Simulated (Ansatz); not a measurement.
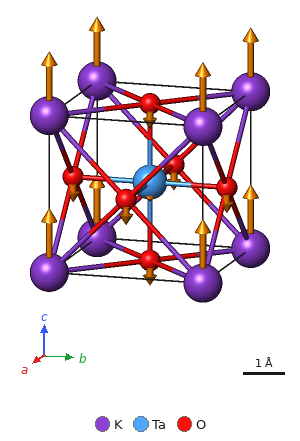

One vibrational mode of a crystal of KTaO3 (a generated structure) at a fixed volume at the zone centre. The orange arrows give the relative displacements of the atoms. Style: ball-and-stick. Shown: the cell of the calculation, slightly off an axis.

Method: DFT PBE+D3(BJ), scalar-relativistic, plane waves, PAW in Ansatz.

Input file:
```yaml
crystal:
  lattice:
    - [4.004, 0.0, 0.0]
    - [0.0, 4.004, 0.0]
    - [0.0, 0.0, 4.004]
  atoms:
    - { symbol: K, position: [0.0, 0.0, 0.0] }
    - { symbol: Ta, position: [0.5, 0.5, 0.5] }
    - { symbol: O, position: [0.5, 0.5, 0.0] }
    - { symbol: O, position: [0.5, 0.0, 0.5] }
    - { symbol: O, position: [0.0, 0.5, 0.5] }
basis:
  ecutwfc: 420
kpoints:
  mp_grid: { grid: [8, 8, 8] }
hamiltonian:
  xc: pbe
  dispersion: d3bj
scf:
  occupations: { method: fixed }
output:
  eigenvalues: true
phonons:
  method: dfpt
  dielectric: true
  rigid_motions: translations
  eigenvectors: true
```

Launched with:
```bash
ansatz run input.yaml --threads 2 --pin off --max-ram 5120MiB --backend cpu --events-out ev --progress --plain --runs-dir out
```

Frequencies are those without the non-analytic (LO–TO) term.

**Describe the mode and give its frequency.**

This is the T₁u mode (triply degenerate; one member of the set is drawn) at 183 cm⁻¹, optical level 2 of 4, counted from below, infrared-active by symmetry. The K sublattice moves against the O and Ta sublattices, along c; the kinetic energy is shared as K 82 %, O 12 %, Ta 6 %. Its infrared intensity is 18 (D/Å)²/amu for the set.
